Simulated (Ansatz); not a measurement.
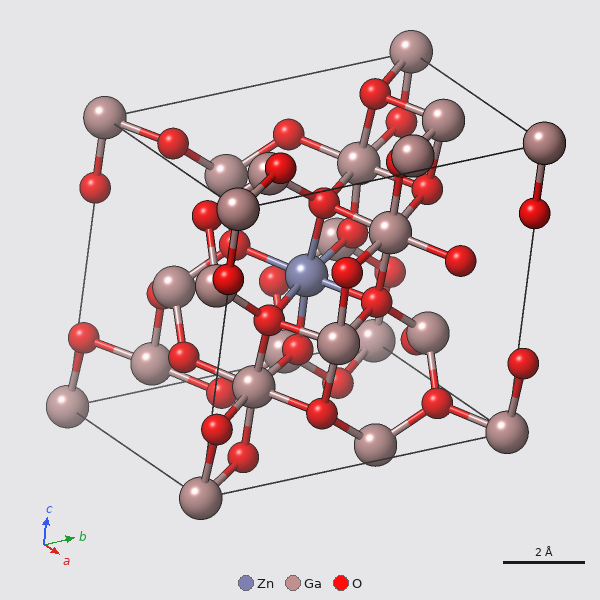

The structure above is drawn in ball-and-stick style and viewed slightly off an axis. The frame is the supercell; atoms at its boundary are shown with their periodic copies. The host is Ga$_{2}$O$_{3}$, in a cell of 40 sites, and the cell is neutral.

> Which defect is modelled here, and what are its neighbours?

Zinc on a gallium site (a substitutional impurity). It is bonded to six O in a distorted octahedral arrangement at about 2.0 to 2.2 Å.

Electronic-structure method: DFT PBE, scalar-relativistic, plane waves, PAW in Ansatz 0.2.0. Parameters: a 420 eV plane-wave basis, k-grid 2×2×2, Gaussian smearing of 0.02 eV, collinear spins.

> Is there a net moment in the defective cell?

Yes, 1.0 μB in the cell.

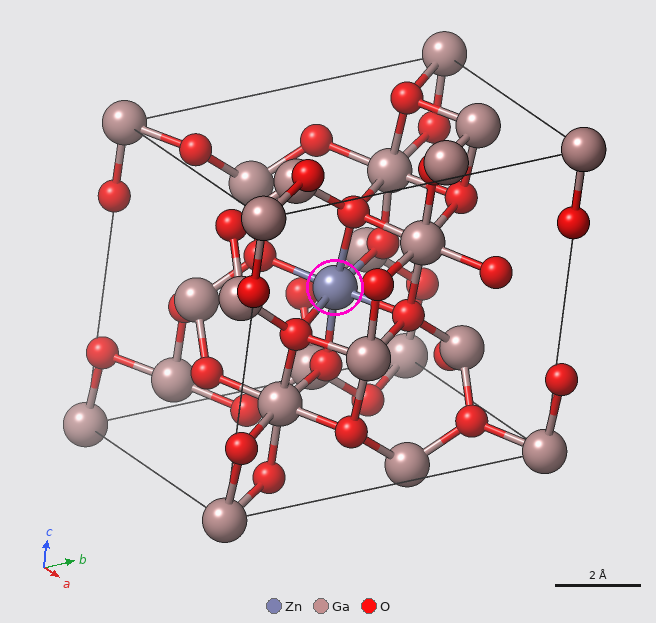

The same cell with a ring at the defect's site.

The atoms were relaxed in the host's cell with DFT PBE, scalar-relativistic, plane waves, PAW in Ansatz.
